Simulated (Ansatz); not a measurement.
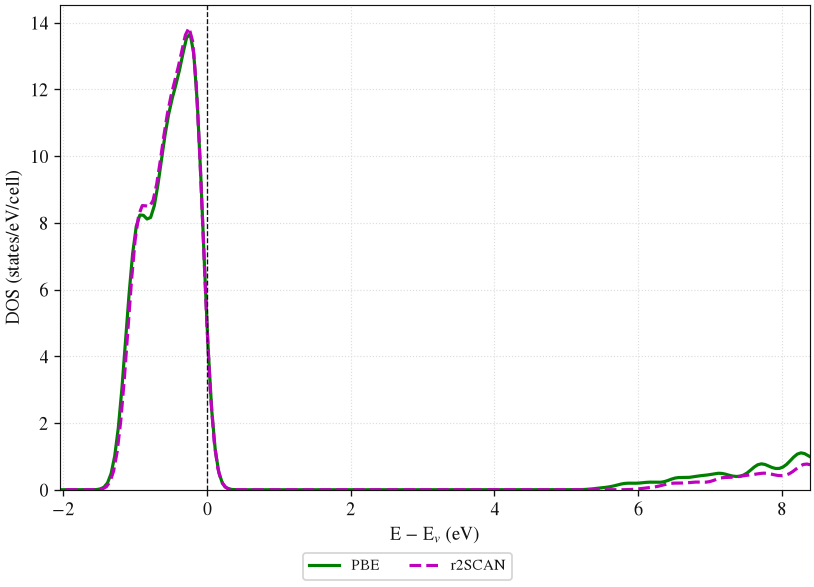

Total densities of states of NaF, space group P6_3/mmc (No. 194), 4 atoms in the cell, wurtzite type, biaxial (xy) strain +5.2%, by two methods on the same cell. The curves are built from the levels of the k mesh with Gaussians 0.3 eV wide, which also blur the band edges. Each is counted from its own valence-band top.

**How do the methods compare?**

PBE gives a gap of 5.39 eV and r2SCAN gives a gap of 6.04 eV.

Settings. PBE: DFT, PBE, plane waves, PAW, no spin polarisation, 12×12×6 k mesh, 420 eV cutoff, Fermi-Dirac smearing of 0.02 eV (Ansatz 0.2.0). r2SCAN: DFT, r2SCAN, plane waves, PAW, no spin polarisation, 12×12×6 k mesh, 500 eV cutoff (Ansatz).
